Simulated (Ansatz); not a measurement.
# Run report: SrO, single-point calculation

SrO (Fm-3m, 2 atoms in the cell), computed with DFT, PBEsol, plane waves, PAW, no spin polarisation (Ansatz 0.2.0).

The structure was built on a prototype by a generator. Some settings of this run were made unusual or wrong on purpose. The geometry comes from this level: r2SCAN. Figures and captions count atoms from 1; the log counts them from 0 in places.

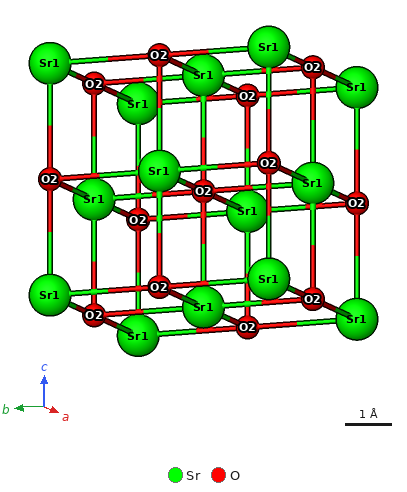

The input geometry (ball-and-stick view of the cell 4 times as large as that of the calculation, set on its symmetry axes, seen at an oblique angle; atoms are numbered from 1 in the order of the input).

**The input**
```yaml
crystal:
  lattice:
    - [0.0, 2.5798923266, 2.5798923266]
    - [2.5798923266, 0.0, 2.5798923266]
    - [2.5798923266, 2.5798923266, 0.0]
  atoms:
    - { symbol: Sr, position: [0.0, 0.0, 0.0] }
    - { symbol: O, position: [0.5, 0.5, 0.5] }
kpoints:
  mp_grid: { grid: [6, 6, 6] }
hamiltonian:
  xc: pbesol
scf:
  occupations: { method: fixed }
  n_extra_bands: 4
  max_iter: 93
output:
  forces: true
  stress: true
  eigenvalues: true
basis:
  ecutrho_ratio: 2
```

Run as:
```bash
ansatz run input.yaml --threads 4 --pin off --max-ram 3686MiB --backend cpu --events-out ev --progress --plain --runs-dir out
```

**Log**
```
Warning: basis.ecutrho_ratio = 2 (ecutrho = 840 eV) is below the records' recommended 1680 eV
settings of this run that can trade accuracy for cost: basis.ecutrho_ratio < 4. Do not mix this run's numbers with those of runs without the same settings; the input reference describes each key
scf.n_extra_bands = 4 over 8 filled bands (N_el = 16.0): the run solves 12 bands
Engine: ansatz 0.2.0, aarch64-unknown-linux-gnu
Pseudopotentials: kind: paw
Pseudopotential: Sr, paw, valence charge 10, recommended cutoff 420 eV (normal), Sr.paw.azcp
Pseudopotential: O, paw, valence charge 6, recommended cutoff 420 eV (normal), O.paw.azcp
Functional definition: PBEsol
  exchange = pbesol_x
  correlation = pbesol_c
Crystal: 2 atoms, lattice volume = 34.343 Å³
Basis set: ecut = 420 eV, 645 PW (Γ), exchange–correlation on 48×48×48 points (8 copies of the dense FFT grid, shifted against one another)
Bands: 12, of which v1, the nominal top of the filled ones, is band 8 counted from 1 (7 counted from 0)
Symmetry: 48 space group operations
Space group: Fm-3m (ITA 225), of the structure as read, at distance tolerance 3.3e-5 Å
k-points: 16 of 216
Non-local potential: Sr, projectors of the file, l = 0: 3, l = 1: 2, l = 2: 2
Non-local potential: O, projectors of the file, l = 0: 2, l = 1: 2, l = 2: 1
PAW form: soft (Blöchl's): semilocal exchange-correlation on the pseudo side does not see the compensation charge
PAW frozen core: Sr, regenerated for the run's functional, and the local potential with it (the file was generated under x = pbe(κ = 0.804, μ = 0.2195149727645171), c = pbe(β = 0.06672455060314922))
PAW frozen core: O, regenerated for the run's functional, and the local potential with it (the file was generated under x = pbe(κ = 0.804, μ = 0.2195149727645171), c = pbe(β = 0.06672455060314922))
PAW one-centre angular grid: Sr, 110 points (default); XC on 64 Gauss nodes
PAW one-centre angular grid: O, 110 points (default); XC on 64 Gauss nodes
Initial density: superposition of atomic densities (neutral atoms: chi_scale 0, normalization atom), corrected by the library's trained network
Initial wavefunctions: pseudopotential atomic-orbital guess
Functional: x = pbesol(κ = 0.804, μ = 0.12345679012345678), c = pbesol(β = 0.046)
SCF iter   1: F=—  HF=-4056.130758 eV  |F-HF|=—  |Δ(HF+E_count)|=         —  Δρ=1.43e-2  dr2=6.76e-2  ethr=1.77e-3  ⟨swp⟩=5.9  Hψ=1230  notcnv=0  defer=26
preconditioner: auto → none  [insulator: Δε(μ)=2.972 eV  Ē_g=15.958 eV  n_scr=8 (ndim 8)  ℏωp=23.7 eV  f_vac=0.000  ε∞_Penn≈3.2]
SCF iter   2: F=—  HF=-4056.129537 eV  |F-HF|=—  |Δ(HF+E_count)|=   1.22e-3  Δρ=1.42e-2  dr2=6.19e-2  ethr=4.23e-4  ⟨swp⟩=2.0  Hψ=438  notcnv=0  defer=30
SCF iter   3: F=—  HF=-4056.115424 eV  |F-HF|=—  |Δ(HF+E_count)|=   1.41e-2  Δρ=8.29e-4  dr2=2.08e-4  ethr=3.87e-4  ⟨swp⟩=2.0  Hψ=268  notcnv=0  defer=28
SCF iter   4: F=—  HF=-4056.115442 eV  |F-HF|=—  |Δ(HF+E_count)|=   1.81e-5  Δρ=3.21e-4  dr2=1.34e-5  ethr=1.30e-6  ⟨swp⟩=2.0  Hψ=324  notcnv=0  defer=30
SCF iter   5: F=—  HF=-4056.115426 eV  |F-HF|=—  |Δ(HF+E_count)|=   1.53e-5  Δρ=6.32e-5  dr2=1.21e-6  ethr=8.39e-8  ⟨swp⟩=2.1  Hψ=320  notcnv=0  defer=17
SCF iter   6: F=-4056.115426 eV  HF=-4056.115426 eV  |F-HF|=5.15e-8  |Δ(HF+E_count)|=   3.29e-7  Δρ=1.61e-5  dr2=7.52e-8  ethr=6.25e-10  ⟨swp⟩=6.9  Hψ=1252  notcnv=0
SCF 1 converged in 6 iterations: F = -4056.115426 eV  dr2 = 7.52e-8
  greatest PAW one-centre occupation: 0.987 electrons in one spin orbital (limit 2), on the Sr atom at site 0 (counted from 0), in its partial waves of l = 0
```

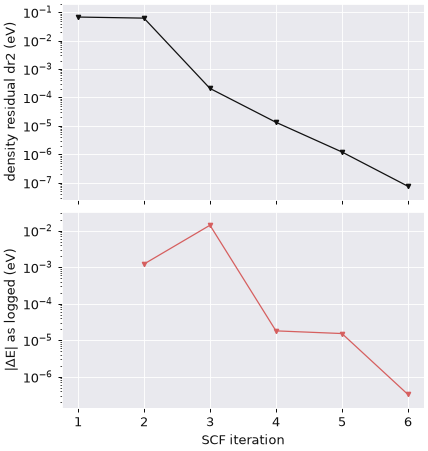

Convergence of the self-consistent field: density residual dr2 and size of the energy change against the SCF iteration. The residual falls at every step.

```
SCF converged after 6 iterations
Free energy (F): -4056.115426 eV
Harris-Foulkes:  -4056.115426 eV  (|F-HF|=5.15e-8)
Internal energy: -4056.115426 eV  (E = F + TS)
E sigma→0 (E₀):  -4056.115426 eV
Fermi energy:    7.650543 eV
--- Per-component energies (eV) ---
  E_band       = -61.626721
  E_kinetic    = 421.481666
  E_local      = -867.929170  (includes V_loc(G=0)·N_el)
  E_nonlocal   = 251.762347
  E_hartree    = 233.590229
  E_xc         = -246.292685
  E_vxc        = -257.363347  (∫ρ·V_xc dr)
  E_paw        = -2796.373000  (= ΣΔE_a)
  E_vpaw       = -76.784568  (= ΣTr[D̂ρ^β])
  E_aug_tail   = 0.018015  (compensation charges beyond the density's cutoff)
  E_ewald      = -1052.542463
  E_core_change = 0.169635  (= ΣΔE_core)
  E_smearing   = -0.000000  (= −TS)
  E_closure    = -0.000000  (closes the sum)
  Σ components = -4056.115426   (vs F -4056.115426, Δ=0.00e0)
--- Forces (eV/Å), atoms counted from 1 ---
  atom   1  Sr     0.00000000    -0.00000000     0.00000000
  atom   2  O      0.00000000    -0.00000000     0.00000000
  max |Σ_I F_I| component: 1.85e-23 eV/Å
--- Stress (GPa, compression-positive) ---
       -1.657836      -0.000000      -0.000000
        0.000000      -1.657836      -0.000000
        0.000000      -0.000000      -1.657836
  P = ⅓ Tr σ = -1.6578 GPa (-16.578 kbar)
--- Band table (eV; the first three rows and the last of 16) ---
  k-point 0: bands = ["-24.5531", "-7.3071", "-6.2169", "-6.2169", "-6.2169", "7.6505", "7.6505", "7.6505", "11.4280", "13.8376", "13.8376", "13.8376"]
  k-point 1: bands = ["-24.5197", "-7.8564", "-6.2377", "-6.2377", "-5.7513", "6.9170", "7.3315", "7.3315", "12.5894", "13.6012", "14.3661", "14.3661"]
  k-point 2: bands = ["-24.4518", "-8.5365", "-6.2785", "-6.2785", "-5.2393", "5.8916", "6.7848", "6.7848", "13.7623", "14.7041", "15.6575", "15.6575"]
  k-point 15: bands = ["-24.3766", "-7.8501", "-7.0356", "-6.7390", "-5.8266", "6.7780", "7.1941", "7.3169", "12.2274", "15.1231", "16.0514", "18.6400"]
settings of this run that can trade accuracy for cost: basis.ecutrho_ratio < 4. Do not mix this run's numbers with those of runs without the same settings; the input reference describes each key
```

**Outcome**

```tsv
quantity	value
outcome	converged
space group (tolerance 0.01 Å)	Fm-3m (225)
electrons treated	16
free energy	−4056.1154 eV
Fermi energy	7.651 eV
gap on the k-point mesh	3.21 eV
pressure	−1.66 GPa
largest force (length of the vector)	under 0.001 eV/Å
hardware	4 threads of Arm Neoverse V1, 112 GiB of memory available, shared host
wall time	0.52 s (CPU time 1.1 s)
peak memory	0.27 GiB
```

**What went wrong**

Some settings of this run were drawn to be unusual or wrong. It converged; results that depend on the unusual settings are not reference values. Warnings of the run: the cutoff is below the recommended one.
